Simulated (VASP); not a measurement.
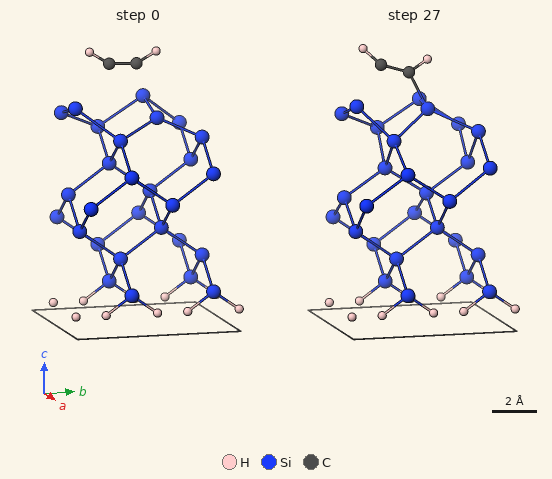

The structure of a slab of composition Si₁₄H₅C before (left) and after (right) a relaxation, at one scale.

Style: ball-and-stick. Shown: the cell of the calculation, outlined in the plane, without the vacuum (origin shifted), slightly off an axis.

The run lets the atoms move in a fixed cell. 20 atoms are held fixed.

Computed with VASP 6.6.1, Kohn-Sham DFT of a periodic cell, rev-vdW-DF2, VASP PAW PBE potentials, recommended.

Input file:
```
  PREC = Normal
  ENCUT = 450
  EDIFF = 1E-6
  ISMEAR = 0
  SIGMA = 0.05
  LREAL = Auto
  LASPH = T
  NELM = 80
  ALGO = Normal
  ISIF = 2
  LWAVE = F
  LCHARG = F
  LDIPOL = T
  IDIPOL = 3
  DIPOL = 0.5 0.5 0.455
  GGA = MK
  LUSE_VDW = T
  AGGAC = 0.0
  PARAM1 = 0.1234
  PARAM2 = 0.711357
  ZAB_VDW = -1.8867
  IBRION = 2
  NSW = 90
  EDIFFG = -0.03
  KPAR = 4
  NCORE = 2
```

Launched with:
```bash
cat potpaw_PBE.64/H/POTCAR potpaw_PBE.64/Si/POTCAR potpaw_PBE.64/C/POTCAR > POTCAR
mpirun -np 8 vasp_std > vasp.out
```

### Summarise the run.

The run was cut off at its time limit before the relaxation converged, so the last structure is only a point on the way. After 27 geometry steps the energy has fallen by 1.224 eV per cell of the calculation. The largest force component goes from 1.4 to 1.5 eV/Å. The largest moves, 0.53 Å, are those of Si and C atoms. By element the largest moves are C 0.53 Å, Si 0.52 Å, H 0.45 Å. The cell stays as it was. Some distances before and after: C–Si 2.668 → 1.881 Å, C–Si 2.884 → 2.411 Å, C–Si 2.374 → 2.761 Å, Si–Si 2.237 → 2.533 Å. New bonds form: C–Si (2.67 → 1.88 Å). Bond angles that change, for instance: H–C–C 148.6° → 130.3°, Si–Si–Si 109.8° → 95.8°, Si–Si–Si 95.6° → 108.2°.
